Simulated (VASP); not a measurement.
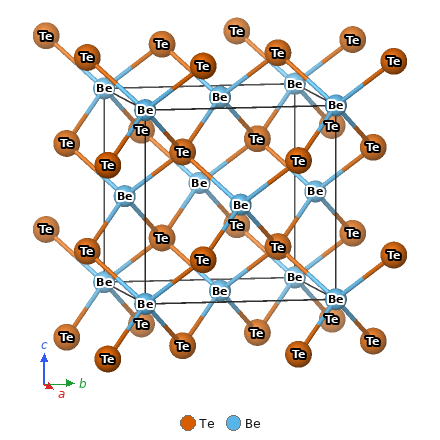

BeTe (space group F-43m, No. 216). Coordinates: coordinates from a relaxation with VASP Kohn-Sham DFT of a periodic cell, revPBE with D3(BJ), VASP PAW PBE potentials, recommended in VASP 6.6.1.

Bonds are taken as Be–Te below 2.7 Å; no other contact counts. Atoms with one bond or none are removed and atoms with two bonds are replaced by edges, until no such atom is left.

### What kind of net remains, and which atoms are its nodes?

A uninodal 4-connected, three-periodic net: Te and Be are 4-connected nodes.

### Does the net have a name?

It is the dia net, known from diamond, zinc blende and cristobalite.

### Is the net interpenetrated?

It is a single net, without interpenetration.

### Give the point symbol of each node (shortest cycle at each angle).

Te and Be: 6⁶.

### Give the first six terms of the coordination sequence (nodes one, two, three … edges away).

Te and Be: 4, 12, 24, 42, 64, 92.

The simplified net, drawn on the atoms' positions. Nodes are coloured by element. Edges to nodes outside the piece are drawn as stubs.

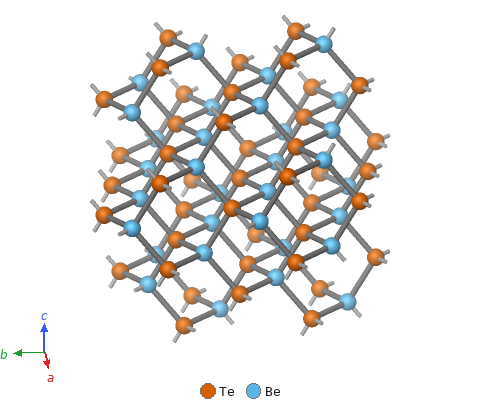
